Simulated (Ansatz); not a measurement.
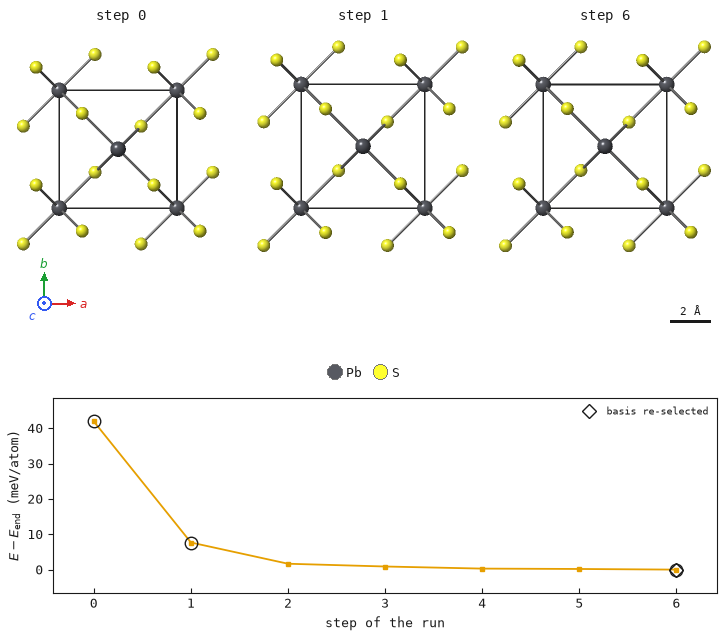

Frames of a relaxation of crystalline PbS₂ (built on the MgH2-136 type type), marked on the history of the run. The picture is a ball-and-stick view of the cell of the calculation, seen along the c axis.

These are results of DFT, PBEsol, plane waves, PAW in Ansatz, not measurements.

Input file:
```yaml
crystal:
  lattice:
    - [5.97842171, 0.0, 0.0]
    - [0.0, 5.97842171, 0.0]
    - [0.0, 0.0, 3.99639738]
  atoms:
    - { symbol: Pb, position: [0.5, 0.5, 0.5] }
    - { symbol: Pb, position: [0.0, 0.0, 0.0] }
    - { symbol: S, position: [0.695572, 0.695572, 0.0] }
    - { symbol: S, position: [0.804428, 0.195572, 0.5] }
    - { symbol: S, position: [0.304428, 0.304428, 0.0] }
    - { symbol: S, position: [0.195572, 0.804428, 0.5] }
kpoints:
  mp_grid: { grid: [4, 4, 6] }
hamiltonian:
  xc: pbesol
scf:
  occupations: { method: fermi_dirac, width: 0.03 }
relax:
  f_tol: 0.01
  cell: {}
  max_steps: 120
```

Command:
```bash
ansatz run input.yaml --threads 2 --pin off --max-ram 20275MiB --backend cpu --events-out ev --progress --plain --runs-dir out
```

> Describe the path.

After 5 accepted moves (6 points after the start) the energy has fallen by 41.9 meV per atom. Largest force component: 0.043 eV/Å at the start, 0.0013 eV/Å at the end. The pressure goes from 6.15 to 0.00 GPa. The SCF was repeated once at an unchanged geometry on a basis and grid sized afresh for the cell, which shifted the energy by 0.2 meV per atom at most. No atom moves by more than 0.005 Å relative to the cell. Cell: a = b 5.978 → 6.274 Å (+4.9 %), c 3.996 → 3.989 Å (−0.2 %). Volume +9.9 %. Among the contacts that change: Pb1–S4 2.574 → 2.704 Å, Pb1–S3 2.594 → 2.642 Å. Bond angles that change, for instance: S3–Pb1–S5 79.2° → 81.9°, S3–Pb1–S3 100.8° → 98.1°, Pb1–S3–Pb1 100.8° → 98.1°. The space group stays P4_2/mnm (No. 136). From step 0 to 1: S atoms move most (0.02 Å), volume +13.2 %, energy −34.2 meV per atom. From step 1 to 6: S atoms move most (0.02 Å), volume −2.9 %, energy −7.7 meV per atom.

```csv
step,"E − E(0), meV/atom","largest force component, eV/Å","pressure, GPa","volume, Å³/atom",note
0,0.00,0.0434,6.15,23.806,
1,-34.22,0.1464,-1.78,26.942,
2,-40.22,0.0352,-0.36,26.225,
3,-41.01,0.0391,0.15,26.014,
4,-41.60,0.0185,0.07,26.105,
5,-41.71,0.0013,0.00,26.172,
6,-41.89,0.0013,0.00,26.172,"same geometry, new basis"
```
